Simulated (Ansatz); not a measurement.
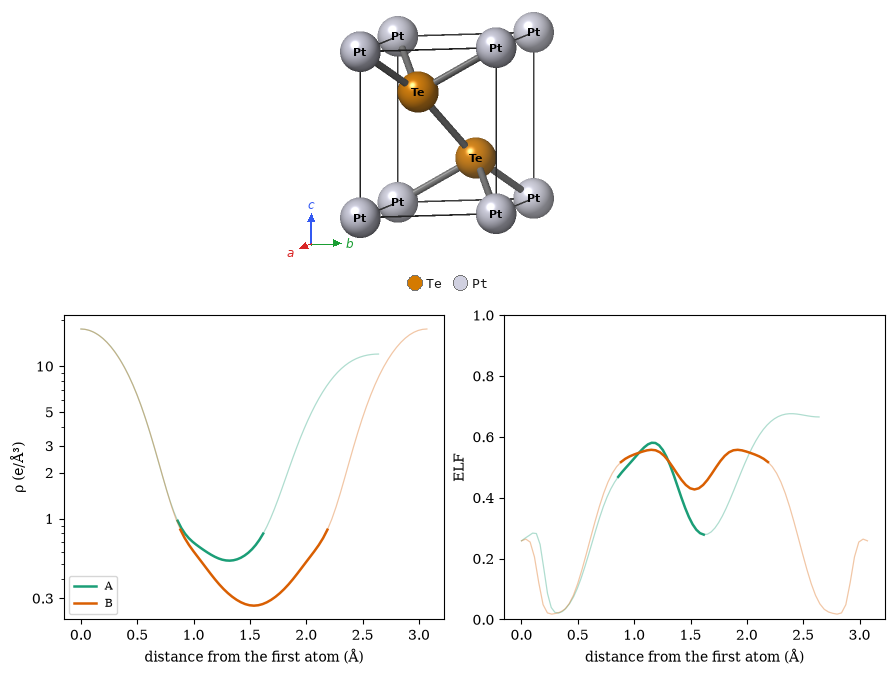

*Te$_{2}$Pt. Valence pseudo-density and electron localisation function along straight lines between neighbouring atoms. Thin, pale parts lie inside the atomic spheres. The structure is drawn too.*

Space group P-3m1; changed on purpose from its base cell (volume × 0.88, shape and atoms relaxed); computed pressure about 13 GPa in this cell.

Method: DFT PBE+D3(BJ), scalar-relativistic, plane waves, PAW (Ansatz 0.2.0).

The density is the valence pseudo-density of a PAW calculation; it isn't the true density close to the nuclei.

```cif
data_structure
_symmetry_space_group_name_H-M 'P 1'
_symmetry_Int_Tables_number 1
_cell_length_a 3.9526
_cell_length_b 3.9526
_cell_length_c 4.7111
_cell_angle_alpha 90.000
_cell_angle_beta 90.000
_cell_angle_gamma 120.000
_cell_volume 63.74
loop_
_atom_site_label
_atom_site_type_symbol
_atom_site_fract_x
_atom_site_fract_y
_atom_site_fract_z
_atom_site_occupancy
Te1 Te 0.33333 0.66667 0.28206 1
Te2 Te 0.66667 0.33333 0.71794 1
Pt1 Pt 0.00000 0.00000 0.00000 1
```

### Which curve belongs to which contact (Te–Pt and Te–Te)? The first atom named is at distance zero.

Curve A: Te–Pt (2.64 Å): ρ is about 0.53 e/Å³ halfway; the ELF is about 0.50 at the midpoint. Curve B: Te–Te (3.07 Å): the density is about 0.27 e/Å³ at the midpoint; the ELF is about 0.45 at the midpoint.
